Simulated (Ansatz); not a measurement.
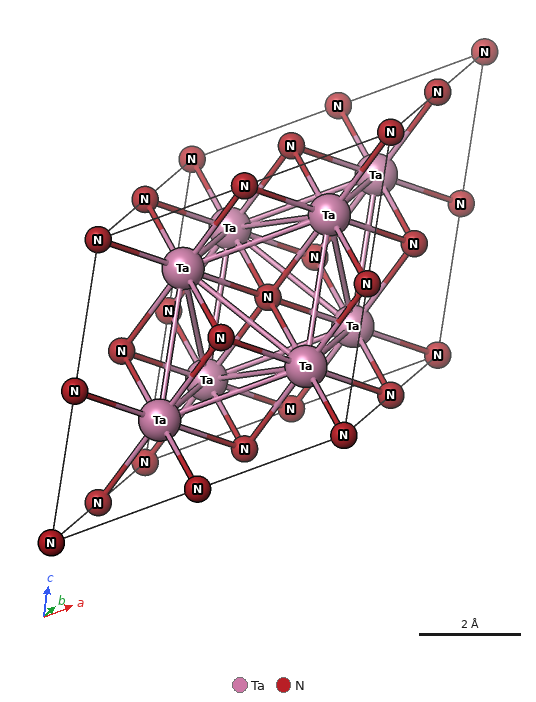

*The structure (ball-and-stick view of the cell of the calculation, seen slightly off an axis). An atom can appear more than once, as a periodic image.*

## TaN: single-point calculation

- system: TaN (16 atoms in the cell)
- method: DFT PBE, scalar-relativistic, plane waves, PAW, no spin polarisation (Ansatz 0.2.0)

The structure derives from an entry of the Crystallography Open Database. It belongs to a series of runs on one base structure; here: the perfect crystal in a cell of 16 atoms.

**Output**
```
Engine: ansatz 0.2.0, x86_64-unknown-linux-gnu
Pseudopotentials: kind: paw
Pseudopotential: Ta, paw, valence charge 13, recommended cutoff 420 eV (normal), Ta.paw.azcp
Pseudopotential: N, paw, valence charge 5, recommended cutoff 420 eV (normal), N.paw.azcp
Functional definition: PBE
  parameter kappa = 0.804
  parameter beta = 0.06672455060314922
  exchange = pbe_x(kappa = kappa, mu = beta*pi^2/3)
  correlation = pbe_c(beta = beta)
Crystal: 16 atoms, lattice volume = 172.382 Å³
Basis set: ecut = 420 eV, 3383 PW (Γ), exchange–correlation on 90×90×90 points (8 copies of the dense FFT grid, shifted against one another)
Bands: 88, of which v1, the nominal top of the filled ones, is band 72 counted from 1 (71 counted from 0)
Symmetry: 384 space group operations
Space group: Fm-3m (ITA 225), of the structure as read, at distance tolerance 5.6e-5 Å
k-points: 10 of 125
Non-local potential: Ta, projectors of the file, l = 0: 3, l = 1: 2, l = 2: 2, l = 3: 1
Non-local potential: N, projectors of the file, l = 0: 2, l = 1: 2, l = 2: 1
PAW form: soft (Blöchl's): semilocal exchange-correlation on the pseudo side does not see the compensation charge
PAW one-centre angular grid: Ta, 590 points (default); XC on 64 Gauss nodes
PAW one-centre angular grid: N, 110 points (default); XC on 64 Gauss nodes
Initial density: superposition of atomic densities (neutral atoms: chi_scale 0, normalization atom), corrected by the library's trained network
Initial wavefunctions: pseudopotential atomic-orbital guess
Functional: x = pbe(κ = 0.804, μ = 0.2195149727645171), c = pbe(β = 0.06672455060314922)
SCF iter   1: F=—  HF=-82543.455000 eV  |F-HF|=—  |Δ(HF+E_count)|=         —  Δρ=1.55e-3  dr2=1.40e-3  ethr=1.77e-3  ⟨swp⟩=5.3  Hψ=3282  notcnv=0  defer=2
preconditioner: auto → Resta (q_TF=auto, 2.648 Å⁻¹)  ε∞=8.0  [insulator: Δε(μ)=0.135 eV  Ē_g=9.535 eV  σ=0.100 eV  W_gap=0.61  n_scr=58 (ndim 8)  ℏωp=25.3 eV  f_vac=0.000  D(μ)=5.51/eV (n_scr^D=50)  ε∞_Penn≈8.0]
SCF iter   2: F=—  HF=-82543.454202 eV  |F-HF|=—  |Δ(HF+E_count)|=   7.98e-4  Δρ=9.43e-4  dr2=6.30e-4  ethr=9.70e-7  ⟨swp⟩=2.2  Hψ=1744  notcnv=0  defer=3
SCF iter   3: F=—  HF=-82543.455144 eV  |F-HF|=—  |Δ(HF+E_count)|=   9.42e-4  Δρ=3.08e-4  dr2=1.30e-4  ethr=4.37e-7  ⟨swp⟩=2.0  Hψ=1206  notcnv=0  defer=3
automatic band count: iteration 3 solves 86 bands in place of 88: the levels show a gap, and the empty bands left out lie too high to hold charge; the band table lists the bands solved (type scf.n_extra_bands for more)
SCF iter   4: F=—  HF=-82543.455133 eV  |F-HF|=—  |Δ(HF+E_count)|=   1.05e-5  Δρ=1.22e-4  dr2=1.90e-5  ethr=9.04e-8  ⟨swp⟩=2.0  Hψ=1077  notcnv=0  defer=3
SCF iter   5: F=—  HF=-82543.455267 eV  |F-HF|=—  |Δ(HF+E_count)|=   1.34e-4  Δρ=3.49e-5  dr2=1.52e-6  ethr=1.32e-8  ⟨swp⟩=2.0  Hψ=1202  notcnv=0  defer=3
SCF iter   6: F=—  HF=-82543.455266 eV  |F-HF|=—  |Δ(HF+E_count)|=   2.58e-7  Δρ=1.12e-5  dr2=1.44e-7  ethr=1.05e-9  ⟨swp⟩=2.0  Hψ=1142  notcnv=0  defer=3
SCF iter   7: F=-82543.455266 eV  HF=-82543.455266 eV  |F-HF|=1.03e-8  |Δ(HF+E_count)|=   3.10e-8  Δρ=3.28e-6  dr2=1.28e-8  ethr=6.94e-11  ⟨swp⟩=8.3  Hψ=3071  notcnv=0
SCF 1 converged in 7 iterations: F = -82543.455266 eV  dr2 = 1.28e-8
  greatest PAW one-centre occupation: 0.999 electrons in one spin orbital (limit 2), on the Ta atom at site 7 (counted from 0), in its partial waves of l = 0
```

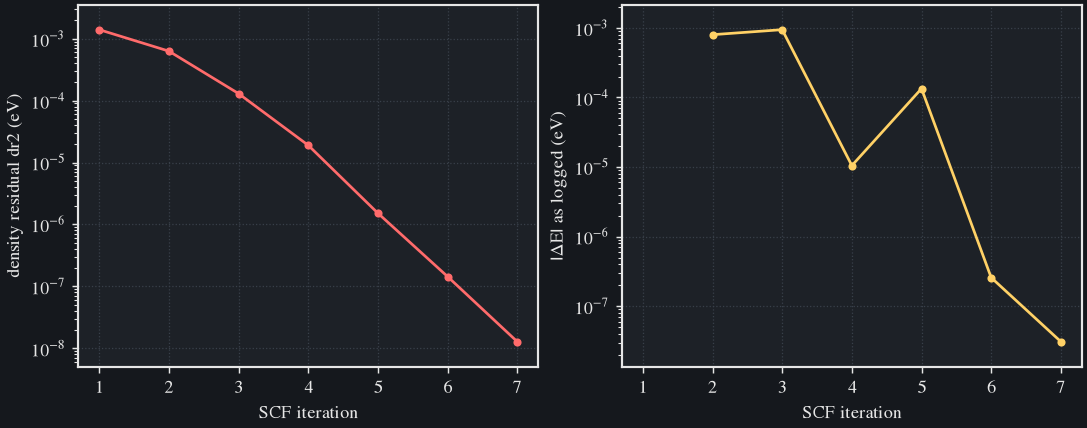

*Convergence of the self-consistent field: density residual dr2 and size of the energy change against the SCF iteration.*

The residual falls at every step.

```
SCF converged after 7 iterations
Free energy (F): -82543.455266 eV
Harris-Foulkes:  -82543.455266 eV  (|F-HF|=1.03e-8)
Internal energy: -82543.427449 eV  (E = F + TS)
E sigma→0 (E₀):  -82543.441358 eV
Entropy (-TS):   -0.027817 eV (-1.739 meV/atom)
Fermi energy:    21.425522 eV
--- Per-component energies (eV) ---
  E_band       = -394.093103
  E_kinetic    = 4002.794885
  E_local      = -4736.669257  (includes V_loc(G=0)·N_el)
  E_nonlocal   = 478.447420
  E_hartree    = 1590.623181
  E_xc         = -2239.623344
  E_vxc        = -2259.349599  (∫ρ·V_xc dr)
  E_paw        = -68193.695686  (= ΣΔE_a)
  E_vpaw       = -1060.562585  (= ΣTr[D̂ρ^β])
  E_aug_tail   = 0.001246  (compensation charges beyond the density's cutoff)
  E_ewald      = -13445.305894
  E_smearing   = -0.027817  (= −TS)
  E_closure    = 0.000000  (closes the sum)
  Σ components = -82543.455266   (vs F -82543.455266, Δ=0.00e0)
--- Forces (eV/Å), atoms counted from 1 ---
  atom   1  Ta    -0.00000000    -0.00000000    -0.00000000
  atom   2  Ta     0.00000000    -0.00000000     0.00000000
  atom   3  Ta    -0.00000000    -0.00000000    -0.00000000
  atom   4  Ta     0.00000000    -0.00000000     0.00000000
  atom   5  Ta     0.00000000     0.00000000    -0.00000000
  atom   6  Ta     0.00000000    -0.00000000     0.00000000
  atom   7  Ta    -0.00000000     0.00000000    -0.00000000
  atom   8  Ta    -0.00000000     0.00000000     0.00000000
  atom   9  N      0.00000000    -0.00000000     0.00000000
  atom  10  N      0.00000000    -0.00000000    -0.00000000
  atom  11  N      0.00000000    -0.00000000     0.00000000
  atom  12  N      0.00000000    -0.00000000    -0.00000000
  atom  13  N      0.00000000    -0.00000000    -0.00000000
  atom  14  N      0.00000000    -0.00000000     0.00000000
  atom  15  N      0.00000000     0.00000000    -0.00000000
  atom  16  N      0.00000000     0.00000000    -0.00000000
  max |Σ_I F_I| component: 1.73e-26 eV/Å
--- Stress (GPa, compression-positive) ---
       -0.163222      -0.000000      -0.000000
       -0.000000      -0.163222       0.000000
        0.000000       0.000000      -0.163222
  P = ⅓ Tr σ = -0.1632 GPa (-1.632 kbar)
--- Band table (eV; the first three rows and the last of 10) ---
  k-point 0: bands = ["-48.1040", "-48.0511", "-48.0511", "-48.0511", "-48.0511", "-48.0337", "-48.0337", "-48.0337", "-15.1686", "-15.1686", "-15.1686", "-15.1686", "-15.0470", "-15.0470", "-15.0470", "-14.6258", "-14.6258", "-14.6258", "-14.6258", "-14.6258", "-14.6258", "-14.4335", "-14.4335", "-14.4335", "-14.4335", "-14.4335", "-14.4335", "-14.4335", "-14.4335", "-14.3549", "-14.3549", "-14.3549", "2.6685", "3.8955", "3.8955", "3.8955", "5.5934", "5.5934", "5.5934", "5.5934", "11.1400", "11.1400", "11.1400", "11.1400", "13.9147", "13.9147", "13.9147", "13.9147", "13.9147", "13.9147", "13.9147", "13.9147", "14.7786", "14.7786", "14.7786", "16.0247", "16.0247", "16.0247", "16.7969", "16.7969", "16.7969", "16.7969", "16.7969", "16.7969", "17.6192", "17.6192", "17.6192", "19.3319", "19.3319", "19.3319", "21.4704", "21.4704", "22.7910", "23.2603", "23.2603", "23.2603", "23.2603", "23.2603", "23.2603", "23.2603", "23.2603", "23.3461", "23.3461", "23.3461", "23.3461", "23.4853"]
  k-point 1: bands = ["-48.0989", "-48.0562", "-48.0494", "-48.0494", "-48.0494", "-48.0354", "-48.0354", "-48.0354", "-15.1324", "-15.1324", "-15.1324", "-15.0958", "-15.0167", "-15.0167", "-15.0167", "-14.6531", "-14.6531", "-14.6531", "-14.6078", "-14.6078", "-14.6078", "-14.4802", "-14.4802", "-14.4802", "-14.4522", "-14.4522", "-14.4522", "-14.4381", "-14.4261", "-14.4261", "-14.3626", "-14.3626", "2.8995", "4.0375", "4.0375", "4.0375", "5.2205", "5.4017", "5.4017", "5.4017", "11.4848", "11.4848", "11.4848", "11.6687", "14.0214", "14.0214", "14.0214", "14.1244", "14.1244", "14.1246", "14.1246", "14.1246", "14.5275", "14.5275", "14.5275", "15.4223", "15.4223", "15.4223", "16.4092", "16.4092", "16.4092", "16.5229", "16.8873", "16.8873", "17.4115", "17.4115", "17.4115", "19.6843", "19.6843", "19.7496", "22.0533", "22.0533", "22.0533", "22.3103", "22.3689", "22.3689", "22.7349", "22.7349", "23.3812", "23.3812", "23.3812", "23.4060", "23.4060", "23.4060", "23.4962", "24.0125"]
  k-point 2: bands = ["-48.0857", "-48.0694", "-48.0451", "-48.0451", "-48.0451", "-48.0397", "-48.0397", "-48.0397", "-15.0446", "-15.0446", "-15.0446", "-14.9819", "-14.9819", "-14.9819", "-14.9007", "-14.6762", "-14.6762", "-14.6762", "-14.6498", "-14.5917", "-14.5917", "-14.5917", "-14.5603", "-14.5603", "-14.5603", "-14.5009", "-14.5009", "-14.5009", "-14.4067", "-14.4067", "-14.3824", "-14.3824", "3.5311", "4.3946", "4.4237", "4.4237", "4.4237", "4.9395", "4.9395", "4.9395", "12.4124", "12.4124", "12.4124", "12.9830", "13.6281", "13.6281", "13.6281", "14.3050", "14.3050", "14.3050", "14.7065", "14.7162", "14.7162", "14.7162", "14.7246", "14.7246", "14.7246", "14.7406", "14.7406", "15.5640", "15.5640", "15.5640", "15.7131", "15.7131", "18.6172", "18.6172", "18.6172", "20.2333", "20.2333", "20.2333", "20.2829", "20.4850", "20.4850", "21.0872", "21.6028", "21.6028", "23.6728", "23.6728", "23.6728", "23.7223", "23.7223", "23.7223", "24.1300", "24.1300", "24.1300", "24.1995"]
  k-point 9: bands = ["-48.0753", "-48.0610", "-48.0610", "-48.0557", "-48.0413", "-48.0413", "-48.0380", "-48.0359", "-14.9708", "-14.9708", "-14.9338", "-14.8895", "-14.8895", "-14.8787", "-14.8696", "-14.8577", "-14.7437", "-14.7245", "-14.7245", "-14.7182", "-14.5773", "-14.5692", "-14.5634", "-14.5402", "-14.5402", "-14.5081", "-14.5081", "-14.5010", "-14.4809", "-14.4319", "-14.4319", "-14.4067", "3.8868", "4.2891", "4.4825", "4.4825", "4.6143", "4.6497", "4.8924", "4.8924", "12.6498", "12.6498", "12.8231", "12.8231", "13.1242", "13.4102", "13.4329", "13.6416", "14.4580", "14.4580", "14.6165", "14.6288", "14.6288", "14.6843", "14.6843", "14.7104", "14.7810", "14.8539", "15.2181", "15.2181", "15.5162", "15.5185", "15.5380", "15.8908", "18.4488", "19.1181", "19.7921", "19.7921", "20.2042", "20.3618", "21.4609", "21.4609", "21.8228", "21.9900", "21.9900", "22.2059", "22.4095", "22.4626", "22.4626", "22.5332", "22.8205", "23.2693", "23.2693", "23.2922", "23.5987", "23.7898"]
```

The run was set up as follows.

**The input**
```yaml
crystal:
  lattice:
    - [0.0, 4.4172695543, -4.4172695543]
    - [4.4172695543, 4.4172695543, 0.0]
    - [4.4172695543, 0.0, -4.4172695543]
  atoms:
    - { symbol: Ta, position: [0.25, 0.75, 0.25] }
    - { symbol: Ta, position: [0.25, 0.25, 0.25] }
    - { symbol: Ta, position: [0.75, 0.75, 0.25] }
    - { symbol: Ta, position: [0.75, 0.25, 0.25] }
    - { symbol: Ta, position: [0.25, 0.75, 0.75] }
    - { symbol: Ta, position: [0.25, 0.25, 0.75] }
    - { symbol: Ta, position: [0.75, 0.75, 0.75] }
    - { symbol: Ta, position: [0.75, 0.25, 0.75] }
    - { symbol: "N", position: [0.0, 0.0, 0.5] }
    - { symbol: "N", position: [0.0, 0.5, 0.5] }
    - { symbol: "N", position: [0.5, 0.0, 0.5] }
    - { symbol: "N", position: [0.5, 0.5, 0.5] }
    - { symbol: "N", position: [0.0, 0.0, 1.0] }
    - { symbol: "N", position: [0.0, 0.5, 1.0] }
    - { symbol: "N", position: [0.5, 0.0, 1.0] }
    - { symbol: "N", position: [0.5, 0.5, 1.0] }
basis:
  ecutwfc: 420
  xc_grid: 2
kpoints:
  mp_grid: { grid: [5, 5, 5], shift: [0.0, 0.0, 0.0] }
hamiltonian:
  xc: pbe
scf:
  occupations: { method: gaussian, width: 0.1 }
output:
  forces: true
  stress: true
  eigenvalues: true
```

Launched with:
```bash
ansatz run input.yaml --threads 4 --pin off --max-ram 10240MiB --backend cpu --events-out ev --progress --plain --runs-dir out
```

**Results in brief**

```tsv
quantity	value
outcome	converged
space group (tolerance 0.01 Å)	Fm-3m (225)
electrons treated	144
free energy	−82543.4553 eV
Fermi energy	21.426 eV
gap on the k-point mesh	none (metallic)
pressure	−0.16 GPa
largest force (length of the vector)	under 0.001 eV/Å
hardware	4 threads of AMD EPYC (Zen 5), 32 GiB of memory available, shared host
wall time	0.9 s (CPU time 3.1 s)
peak memory	0.78 GiB
```

**Notes**

Spin–orbit coupling is left out, which matters for Ta.
